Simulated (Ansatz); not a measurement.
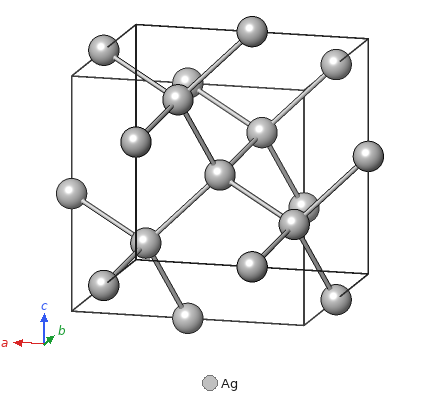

The structure; the drawing may span several cells.

Given this structure, the input geometry of an electronic-structure calculation (not necessarily at equilibrium); the starting structure was generated, so it need not be a known form of this composition, written in its standard cell:

```cif
data_structure
_symmetry_space_group_name_H-M 'P 1'
_symmetry_Int_Tables_number 1
_cell_length_a 6.0362
_cell_length_b 6.0362
_cell_length_c 6.0362
_cell_angle_alpha 90.000
_cell_angle_beta 90.000
_cell_angle_gamma 90.000
_cell_volume 219.94
loop_
_atom_site_label
_atom_site_type_symbol
_atom_site_fract_x
_atom_site_fract_y
_atom_site_fract_z
_atom_site_occupancy
Ag1 Ag 0.75000 0.75000 0.75000 1
Ag2 Ag 0.00000 0.50000 0.00000 1
Ag3 Ag 0.75000 0.25000 0.25000 1
Ag4 Ag 0.00000 0.00000 0.50000 1
Ag5 Ag 0.25000 0.75000 0.25000 1
Ag6 Ag 0.50000 0.50000 0.50000 1
Ag7 Ag 0.25000 0.25000 0.75000 1
Ag8 Ag 0.50000 0.00000 0.00000 1
```

Predict the [111] zone-axis pattern (120 kV, kinematic, B = 0.3 Å²).

Answer. The spots form a hexagonal net with both shortest vectors at d = 2.13 Å, 60.0° apart. They are -2 2 0 and -2 0 2. The pattern has symmetry 6mm. The lattice centring (F) removes all reflections that break h + k = 2n, h + l = 2n.

Strongest reflections with d > 0.80 Å, one of each family (|F|² from tabulated Gaussian fits of the electron scattering factors, times a small damping for the curvature of the Ewald sphere):

```tsv
hkl	d (Å)	I (strongest = 100)
2 0 -2	2.134	100
4 -2 -2	1.232	33
4 0 -4	1.067	22
6 -2 -4	0.807	9
```

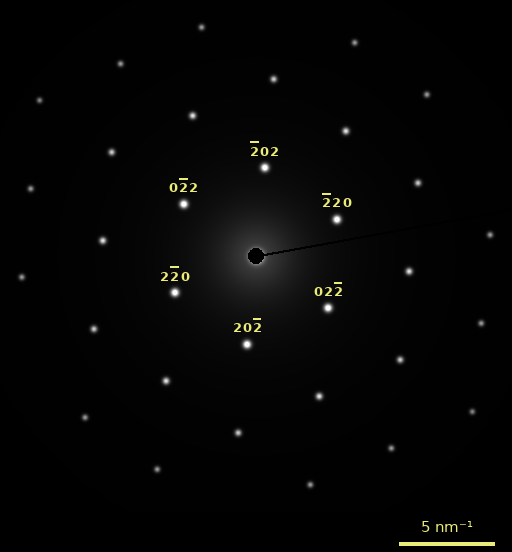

Calculated pattern, seen from the source side with [111] pointing towards the source.
